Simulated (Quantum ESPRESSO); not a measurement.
**Energy of NiO along an even scaling of the cell**

System: NiO (Fm-3m, 2 atoms in the cell).
Method: Kohn-Sham DFT of a periodic cell, SCAN with rVV10, SG15 PBE 1.2, spin-polarised (Quantum ESPRESSO 7.5).

The 7 runs differ only in the geometry, by an even scaling of the cell at fixed fractional positions. The structure derives from an entry of the Crystallography Open Database.

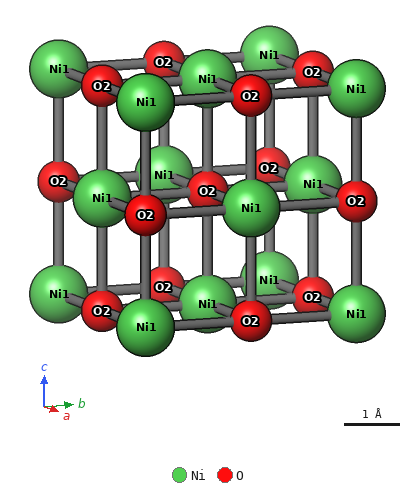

Figure 1. The structure of run 4 (ball-and-stick view of the cell 4 times as large as that of the calculation, set on its symmetry axes, seen slightly off an axis; atoms are numbered from 1 in the order of the input).

### Input of run 4
```
&CONTROL
  calculation = 'scf'
  prefix = 'pwscf'
  outdir = './tmp'
  pseudo_dir = './pseudo'
  tprnfor = .true.
  disk_io = 'nowf'
/
&SYSTEM
  ibrav = 0
  nat = 2
  ntyp = 2
  ecutwfc = 88
  nbnd = 22
  input_dft = 'XC-000I-000I-000I-000I-263L-267L-vv10'
  occupations = 'smearing'
  smearing = 'fd'
  degauss = 0.00367493
  nspin = 2
  starting_magnetization(1) = 0.0556
  starting_magnetization(2) = 0
  nosym = .true.
  nr1 = 36
  nr2 = 36
  nr3 = 36
/
&ELECTRONS
  conv_thr = 1d-08
  electron_maxstep = 120
  mixing_beta = 0.3
/
ATOMIC_SPECIES
Ni    58.6934 Ni_ONCV_PBE-1.2.upf
O     15.9990 O_ONCV_PBE-1.2.upf
CELL_PARAMETERS angstrom
   0.0000000000    2.0859016414    2.0859016414
   2.0859016414    0.0000000000    2.0859016414
   2.0859016414    2.0859016414    0.0000000000
ATOMIC_POSITIONS crystal
Ni     0.0000000000    0.0000000000    0.0000000000
O      0.5000000000    0.5000000000    0.5000000000
K_POINTS automatic
7 7 7 0 0 0
```

Command:
```bash
OMP_NUM_THREADS=1 mpirun -n 2 pw.x -nk 2 -in pw.in > pw.out
```

Lattice vectors (Å) and fractional positions of run 4:
```
   0.000000    2.085902    2.085902
   2.085902    0.000000    2.085902
   2.085902    2.085902    0.000000
Ni  0.000000  0.000000  0.000000
O   0.500000  0.500000  0.500000
```

Run 2 differs from it as follows:
```diff
-   0.0000000000    2.0859016414    2.0859016414
-   2.0859016414    0.0000000000    2.0859016414
-   2.0859016414    2.0859016414    0.0000000000
+   0.0000000000    2.0577103256    2.0577103256
+   2.0577103256    0.0000000000    2.0577103256
+   2.0577103256    2.0577103256    0.0000000000
```

### Results, with one run withheld

| run | volume per atom (Å³) | free energy per atom, from the lowest run given (meV) | gap on the mesh (eV) |
| --- | --- | --- | --- |
| 1 | 8.531 | 23.08 | 0.88 |
| 2 | 8.713 | ? | ? |
| 3 | 8.894 | 1.92 | 1.03 |
| 4 | 9.076 | 0.00 | 1.09 |
| 5 | 9.257 | 2.97 | 1.15 |
| 6 | 9.439 | 10.34 | 1.21 |
| 7 | 9.620 | 21.71 | 1.26 |

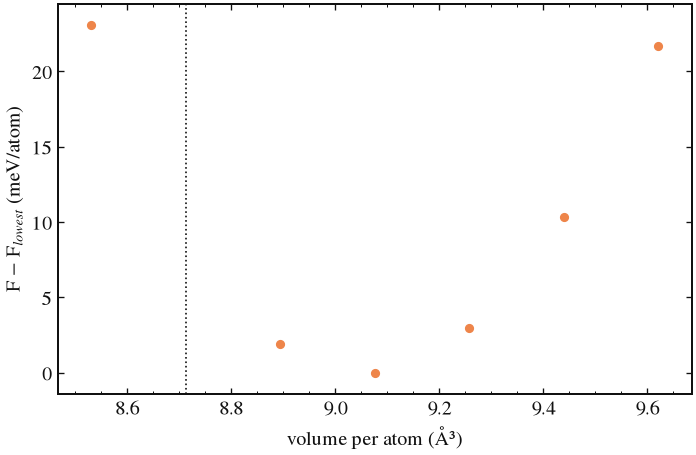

Figure 2. Free energy per atom of the runs given; the dotted line marks run 2.

What should run 2 give?

A cubic polynomial in V^(−2/3) (the Birch–Murnaghan form), fitted to the 6 runs given, misses them by at most 0.03 meV per atom. With x = V^(−2/3) − 0.22902 Å⁻², it reads F = 0.31248 − 625.26 x + 2.6296e+05 x² + 3.1247e+05 x³ (meV per atom). At run 2 it gives 9.39 meV per atom, and the run itself gives 9.36. The fit has its minimum at 9.054 Å³ per atom, where V d²F/dV² gives 220 GPa: the bulk modulus at this level, since symmetry fixes the shape and the positions. The gap on the mesh goes, without turning, from 0.88 eV in run 1 to 1.26 eV in run 7; run 2 has 0.96 eV. These are gaps of this functional on this mesh, which can miss the band edges; they aren't the measured gap.

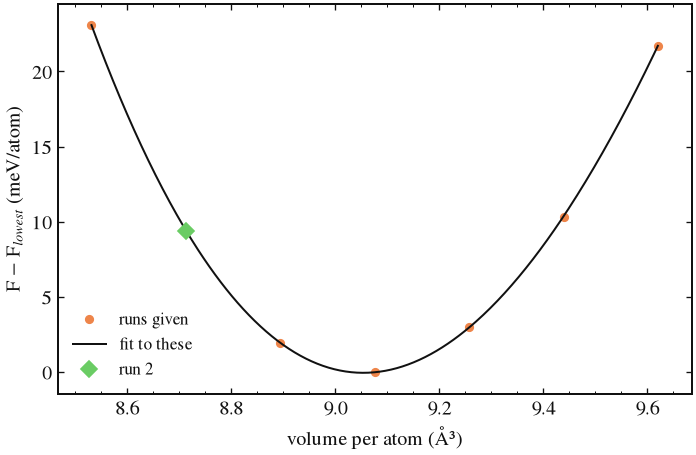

Figure 3. The fit and the withheld run.

### Some lines of the output (run 2)
```
[...]
     total energy              =    -340.13847886 Ry
     total energy              =    -340.16413682 Ry
     total energy              =    -340.17745950 Ry
     total energy              =    -340.17751228 Ry
     total energy              =    -340.17783211 Ry
     total energy              =    -340.17787844 Ry
     total energy              =    -340.17788263 Ry
     total energy              =    -340.17788557 Ry
     total energy              =    -340.17788602 Ry
     total energy              =    -340.17788624 Ry
     total energy              =    -340.17788626 Ry
     the Fermi energy is    16.4344 ev
!    total energy              =    -340.17788627 Ry
     The total energy is F=E-TS. E is the sum of the following terms:
```

Notes: Further notes kept with the run: potentials made for another functional. Notes on the run: SCF correction compared to forces is large. Points of doubt noted for this run: potentials made for another functional. Semilocal DFT without U tends to delocalise the d electrons of such compounds and to underestimate the gap.
